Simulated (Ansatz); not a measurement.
**C: density, localisation and related maps**

```
C
1.0
     4.85822    0.00000    0.00000
     0.00000    4.85822    0.00000
     0.00000    0.00000    4.85822
C
16
Direct
  0.83727 0.16273 0.16273
  0.33727 0.66273 0.66273
  0.33727 0.33727 0.33727
  0.83727 0.83727 0.83727
  0.16273 0.83727 0.16273
  0.66273 0.33727 0.66273
  0.16273 0.16273 0.83727
  0.66273 0.66273 0.33727
  0.33727 0.66273 0.33727
  0.83727 0.16273 0.83727
  0.16273 0.16273 0.16273
  0.66273 0.66273 0.66273
  0.66273 0.33727 0.33727
  0.16273 0.83727 0.83727
  0.33727 0.33727 0.66273
  0.83727 0.83727 0.16273
```

Space group Im-3m; a structure from a database of computed crystals, not necessarily the ambient phase.

These are results of DFT r2SCAN, scalar-relativistic, plane waves, PAW in Ansatz 0.2.0, not measurements.

In a PAW calculation such maps are meaningful between the atoms, not at the nuclei.

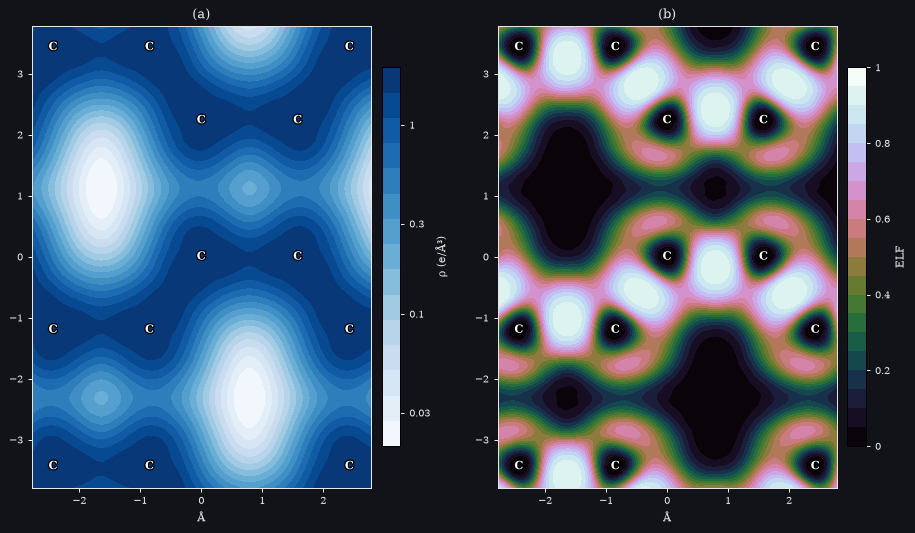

Figure 1. (a) valence charge density (pseudo); (b) ELF on the (101̄) plane of the conventional cell.

Read the bonding off the picture.

Answer. Atoms in the plane: C. C–C (1.47 Å): ρ is about 1.9 e/Å³ halfway; the ELF peaks at about 0.95 between the atoms (a covalent bond). C–C (1.58 Å): ρ at the midpoint is about 1.5 e/Å³; the ELF peaks at about 0.95 between the atoms; localised, covalent bonding. Between the atoms the lowest density in this plane is 0.02 e/Å³.

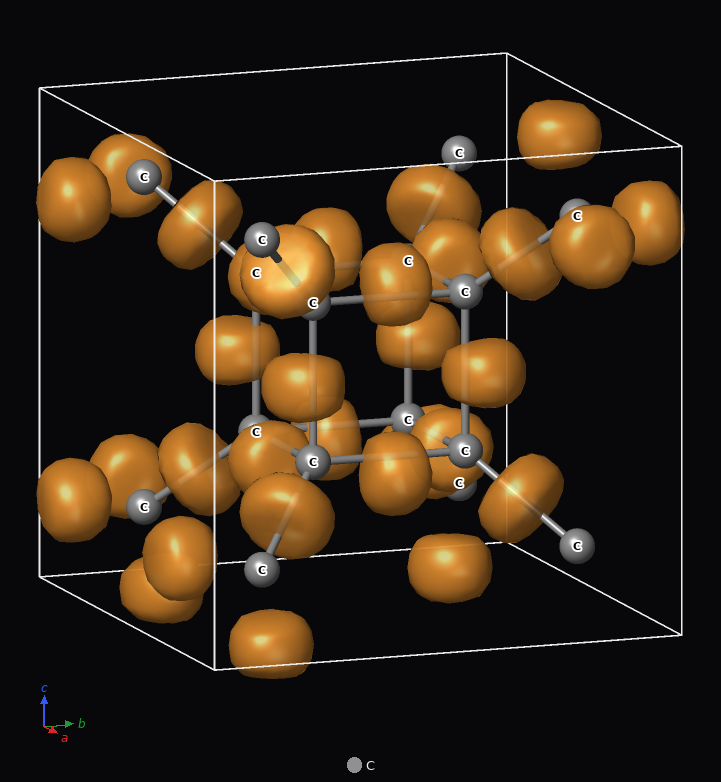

Figure 2. Isosurface of the ELF at 0.8 (orange), seen slightly off an axis. Only the valence region is drawn (cores and ρ < 0.01 e/Å³ removed). Sticks mark near contacts.

Describe the localisation domains.

Answer. The ELF exceeds this value in 32 regions between bonded C–C atoms (shared pairs), counted in one cell of 16 atoms. Regions shared between cells count once.

Does the calculation make it a metal, or give it a gap?

Answer. It is gapped, with a Kohn–Sham gap of 3.2 eV on the k-point mesh, an upper bound to the gap of this method.
